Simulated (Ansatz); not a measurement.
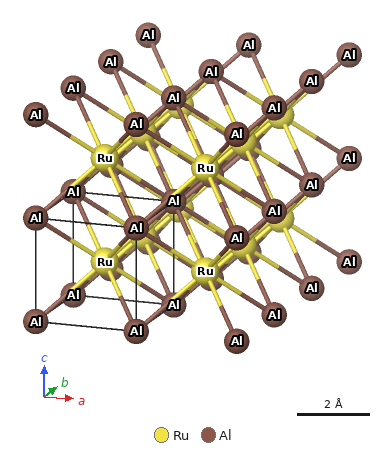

This is the input geometry for a relaxation of crystalline AlRu (set up in Pm-3m). Style: ball-and-stick. Shown: the cell of the calculation, repeated 2 × 3 × 2 with one cell outlined, slightly off an axis.

The run lets cell and atoms move.

Level of theory: Ansatz 0.2.0, Kohn-Sham DFT of a periodic cell, PBEsol, Ansatz PAW.

The input:
```yaml
crystal:
  lattice:
    - [2.9916, 0.0, 0.0]
    - [0.0, 2.9916, 0.0]
    - [0.0, 0.0, 2.9916]
  atoms:
    - { symbol: Ru, position: [0.5, 0.5, 0.5] }
    - { symbol: Al, position: [0.0, 0.0, 0.0] }
hamiltonian:
  xc: pbesol
  pseudopotentials: { kind: paw }
kpoints:
  mp_grid: { grid: [9, 9, 9] }
scf:
  occupations: { method: fermi_dirac, width: 0.05 }
output:
  forces: true
  stress: true
  eigenvalues: true
relax:
  f_tol: 0.01
  max_steps: 40
  cell: { stress_tol: 0.05 }
```

Run as
```bash
ansatz run input.yaml --threads 2 --pin off --max-ram 5632MiB --backend cpu --events-out ev --progress --plain --runs-dir out
```

What does the optimiser find from here?

Answer. Over 2 accepted moves (3 points after the start) the energy falls by 4.4 meV per cell of the calculation. All forces vanish by symmetry, so only the cell relaxes. Pressure: −3.33 GPa at the start and −0.03 GPa at the end. The SCF was repeated once at an unchanged geometry on a basis and grid sized afresh for the cell, which shifted the energy by 0.1 meV per cell of the calculation at most. The atoms keep their places relative to the cell (all moves are under 0.005 Å). The volume changes by −1.5 %, with a = b = c 2.992 → 2.976 Å (−0.5 %). Near-neighbour distances that change, for instance: Al–Ru 2.591 → 2.577 Å. The space group stays Pm-3m (No. 221). Cost: 1.9 s on 2 threads of Arm Neoverse V2, with other jobs on the host, peak memory 0.28 GiB.
